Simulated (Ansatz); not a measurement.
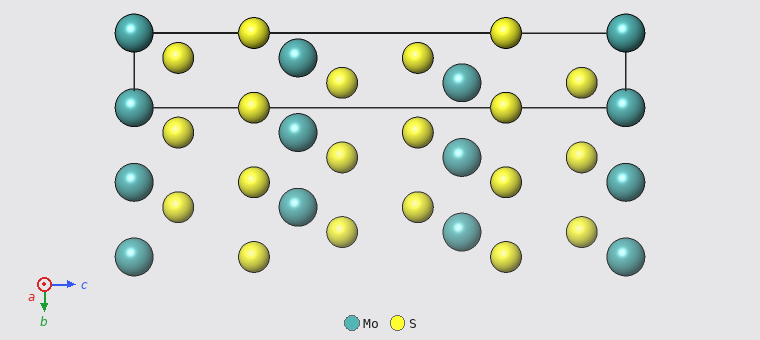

Projection along an edge of the hexagonal mesh, stacking direction c to the right. Every atom sits on one of the three columns of the mesh; call them A, B, C in the order in which they first turn up. The sequence starts with the first layer at or above the cell's origin.

MoS2. Coordinates: the end point of a relaxation with Ansatz, DFT PBE+D3(BJ), scalar-relativistic, plane waves, PAW.

Question: List the layers of one repeat.

Answer: Mo(A) – S(B) – S(A) – Mo(B) – S(C) – S(B) – Mo(C) – S(A) – S(C) (nine layers in 17.88 Å).

Question: How are the S layers alone stacked?

Answer: S layers alone: BACBAC, the cubic close-packed type.

Question: Which positions between or in the S layers do the other atoms fill?

Answer: Mo: three octahedral sites in each hexagonal cell. Three of the six gaps between S layers are empty, 2.75 Å wide.

Question: What short polytype symbol fits?

Answer: Polytype symbol 3R, the symbol of a layered MX2 polytype (number of slabs in the repeat and lattice).

Heights of the layers:

```json
{"layer": "1", "atoms (column)": "Mo(A)", "height (Å)": "0.00", "to next (Å)": "1.60"}
{"layer": "2", "atoms (column)": "S(B)", "height (Å)": "1.60", "to next (Å)": "2.75"}
{"layer": "3", "atoms (column)": "S(A)", "height (Å)": "4.36", "to next (Å)": "1.60"}
{"layer": "4", "atoms (column)": "Mo(B)", "height (Å)": "5.96", "to next (Å)": "1.60"}
{"layer": "5", "atoms (column)": "S(C)", "height (Å)": "7.56", "to next (Å)": "2.75"}
{"layer": "6", "atoms (column)": "S(B)", "height (Å)": "10.31", "to next (Å)": "1.60"}
{"layer": "7", "atoms (column)": "Mo(C)", "height (Å)": "11.92", "to next (Å)": "1.60"}
{"layer": "8", "atoms (column)": "S(A)", "height (Å)": "13.52", "to next (Å)": "2.75"}
{"layer": "9", "atoms (column)": "S(C)", "height (Å)": "16.27", "to next (Å)": "1.60"}
```
